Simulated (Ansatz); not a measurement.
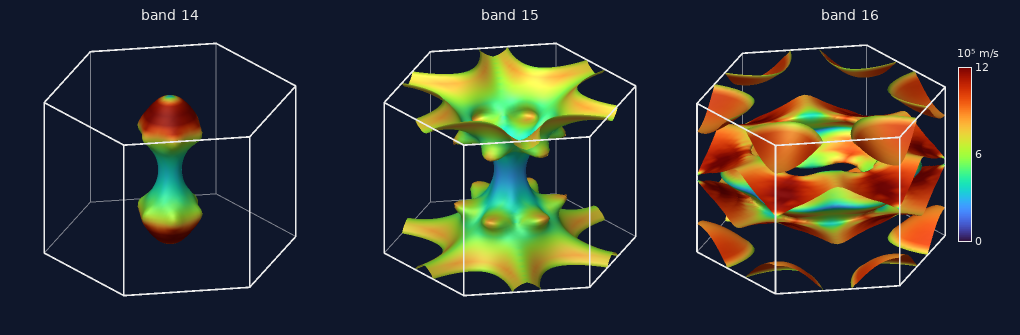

Fermi surface of Bi in space group P6_3/mmc, coloured by the Fermi speed.

Method: Ansatz 0.2.0, DFT LDA, scalar-relativistic, plane waves, PAW; levels and slopes on a dense k mesh at the converged density. No spin polarisation. Mesh 30×30×22, interpolated with the band slopes. The geometry was not relaxed (residual pressure −9 GPa).

> How fast are the electrons on each sheet?

Band 14: 3.6 to 12 × 10⁵ m/s over most of the sheet, 6.5 × 10⁵ m/s on average over states. Band 15: 2.8 to 8.2 × 10⁵ m/s over most of the sheet, 5.8 × 10⁵ m/s on average over states. Band 16: 4.3 to 12 × 10⁵ m/s over most of the sheet, 8.0 × 10⁵ m/s on average over states.

> Which of these bands adds most to the density of states at the Fermi level?

Band 16, with 1.1 of 2.2 states/eV per cell.

Spin-orbit coupling is left out; with Bi it can split, shift or remove sheets.
